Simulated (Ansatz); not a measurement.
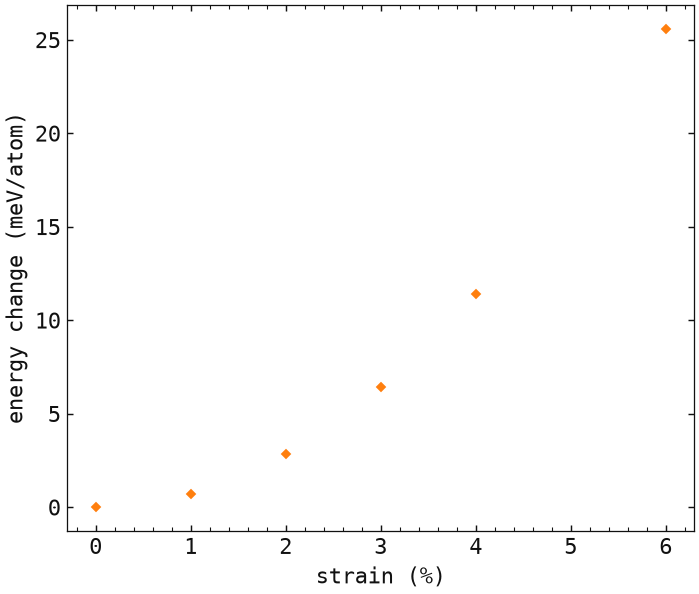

Figure. Energy change against strain for Hf₂Si, space group I4/mcm (No. 140).

The energy change rises from 0.00 meV/atom at strain 0 % to 25.59 meV/atom at 6 %. The solid is metallic at every point.

How it was computed, with Ansatz 0.2.0: energy, stress and cell of a relaxed crystal along a series of strains, atoms and what the cell freedom names relaxed within the symmetry; plane waves with PAW datasets, Γ-centred k mesh; energies extrapolated to zero smearing. Level: PBEsol, no spin polarisation.

wave cutoff 420 eV; k mesh 6×6×8; occupations Gaussian; smearing width 0.1 eV; strain kind shear ca; cell freedom cell held, c moved along a by strain times its height.

Cell as given: a = 6.511 Å, b = 6.511 Å, c = 5.143 Å, α = 90.00°, β = 90.00°, γ = 90.00°; 12 atoms.
